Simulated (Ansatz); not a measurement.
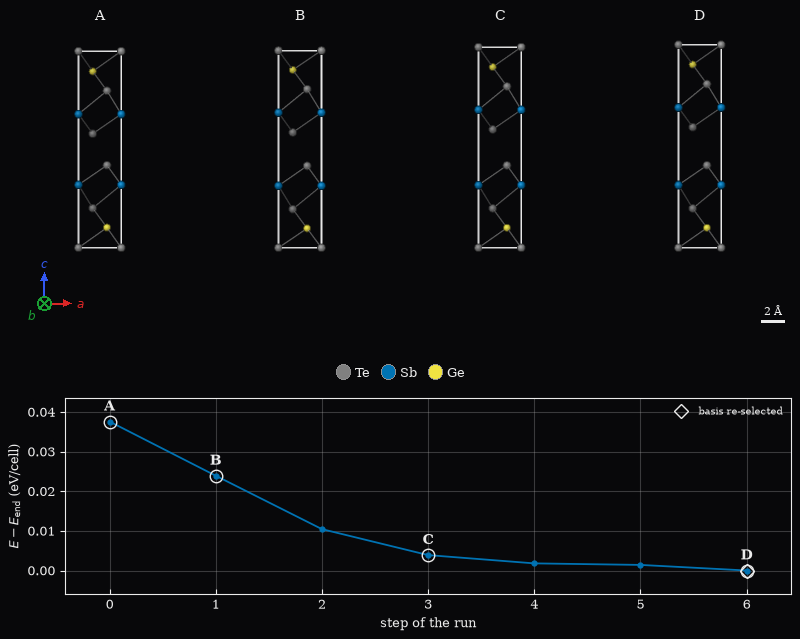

Frames of a relaxation of a crystal of Ge2Sb2Te5 (set up in P-3m1), marked on the history of the run. The picture is a ball-and-stick view of the cell of the calculation, seen along the b axis.

The run lets cell and atoms move.

Method: Kohn-Sham DFT of a periodic cell, PBE, Ansatz PAW (Ansatz 0.2.0).

The input:
```yaml
crystal:
  lattice:
    - [4.2940644248, 0.0, 0.0]
    - [-2.1470322124, 3.7187688774, 0.0]
    - [0.0, 0.0, 17.101346]
  atoms:
    - { symbol: Te, position: [0.6666666667, 0.3333333333, 0.419892] }
    - { symbol: Te, position: [0.3333333333, 0.6666666667, 0.580108] }
    - { symbol: Te, position: [0.3333333333, 0.6666666667, 0.201542] }
    - { symbol: Te, position: [0.6666666667, 0.3333333333, 0.798458] }
    - { symbol: Te, position: [0.0, 0.0, 0.0] }
    - { symbol: Sb, position: [0.0, 0.0, 0.320068] }
    - { symbol: Sb, position: [0.0, 0.0, 0.679932] }
    - { symbol: Ge, position: [0.6666666667, 0.3333333333, 0.102895] }
    - { symbol: Ge, position: [0.3333333333, 0.6666666667, 0.897105] }
hamiltonian:
  xc: pbe
  pseudopotentials: { kind: paw }
kpoints:
  mp_grid: { grid: [7, 7, 2] }
scf:
  occupations: { method: fermi_dirac, width: 0.05 }
output:
  forces: true
  stress: true
  eigenvalues: true
relax:
  f_tol: 0.01
  max_steps: 40
  cell: { stress_tol: 0.05 }
```

Run as
```bash
ansatz run input.yaml --threads 4 --pin off --max-ram 11264MiB --backend cpu --events-out ev --progress --plain --runs-dir out
```

What happens along the run?

The largest moves relative to the cell, 0.25 Å, are those of Te atoms. By element the largest moves are Te 0.25 Å, Sb 0.19 Å, Ge 0.08 Å. The volume changes by +3.2 %, with a = b 4.294 → 4.292 Å (0.0 %), c 17.101 → 17.665 Å (+3.3 %). Near-neighbour distances that change, for instance: Ge–Te 3.040 → 3.025 Å, Sb–Te 3.202 → 3.209 Å. The space group stays P-3m1 (No. 164). Over 5 accepted moves (6 points after the start) the energy falls by 37.6 meV per cell of the calculation. The largest force component goes from 0.091 to 0.0023 eV/Å. The pressure goes from 0.32 to 0.01 GPa. At 1 point the geometry stayed and the basis and grid were re-selected for the new cell (energy shift of 1.4 meV per cell of the calculation at most each time). The run took 80 s on 4 threads of Arm Neoverse N1 (shared host), peak memory 1 GiB. From step 0 to 1: Te atoms move most (0.10 Å), volume +1.3 %, energy −13.7 meV per cell of the calculation. From step 1 to 3: Te atoms move most (0.09 Å), volume +0.8 %, energy −20.0 meV per cell of the calculation. From step 3 to 6: Te atoms move most (0.08 Å), volume +1.0 %, energy −3.9 meV per cell of the calculation.

| step | E − E(0), meV/atom | largest force component, eV/Å | pressure, GPa | volume, Å³/atom | note |
| --- | --- | --- | --- | --- | --- |
| 0 | 0.00 | 0.0913 | 0.32 | 30.343 |  |
| 1 | -1.52 | 0.1664 | -0.11 | 30.751 |  |
| 2 | -3.02 | 0.0794 | -0.02 | 30.822 |  |
| 3 | -3.74 | 0.0237 | 0.04 | 31.011 |  |
| 4 | -3.98 | 0.0148 | 0.04 | 31.199 |  |
| 5 | -4.02 | 0.0023 | 0.01 | 31.316 |  |
| 6 | -4.18 | 0.0023 | 0.01 | 31.316 | same geometry, new basis |

Limits of the set-up: layers or molecules are held without a dispersion correction, so their spacing is unreliable.
